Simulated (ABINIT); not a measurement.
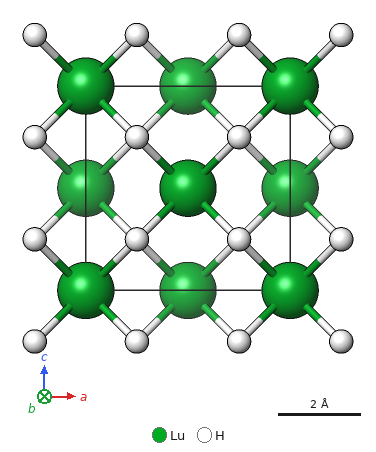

This is the input geometry for a relaxation of a crystal of LuH₂ (set up in Fm-3m). Style: ball-and-stick. Shown: the conventional cell (4 times the calculation's cell), along the b axis. Lengths and directions refer to the drawn axes.

The run lets cell and atoms move.

These are results of Kohn-Sham DFT of a periodic cell, LDA, JTH PAW LDA v2.0 in ABINIT, not measurements.

Input file:
```
pp_dirpath "./"
pseudos "Lu.LDA_PW-JTH.xml, H.LDA_PW-JTH.xml"

acell 3*1.0 Angstrom
rprim
     0.0000000000     2.5165000000     2.5165000000
     2.5165000000     0.0000000000     2.5165000000
     2.5165000000     2.5165000000     0.0000000000
ntypat 2
znucl 71 1
natom 3
typat 1 2 2
chkprim 0
chksymtnons 0
tolsym 1.0e-6
xred
            0.0            0.0            0.0
            3/4            3/4            3/4
            1/4            1/4            1/4

ecut 25.0
pawecutdg 47.0
ecutsm 0.5

kptopt 1
ngkpt 7 7 7
nshiftk 1
shiftk 0.0 0.0 0.0

ixc 7

nband 18
occopt 3
tsmear 0.00183747

nstep 80
tolvrs 1.0e-10

iomode 3
prteig 0
prtebands 0
prtwf 0
prtden 0

ionmov 2
optcell 2
ntime 50
tolmxf 2.0e-5
dilatmx 1.08
```

Launched with:
```bash
mpirun --bind-to none -np 4 abinit run.abi > log 2>&1
```

**What does the optimiser find from here?**

No atom moves by more than 0.005 Å relative to the cell. Cell: a = b = c 5.033 → 4.917 Å (−2.3 %). Volume −6.7 %. Near-neighbour distances that change, for instance: Lu–Lu 3.559 → 3.477 Å, H–Lu 2.179 → 2.129 Å. The space group stays Fm-3m (No. 225). The energy falls by 15.5 meV per atom in 4 geometry steps. All forces vanish by symmetry, so only the cell relaxes. The pressure goes from −6.56 to 0.00 GPa.

After the run, drawn alike:

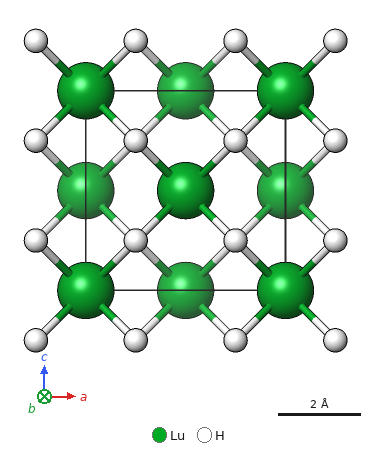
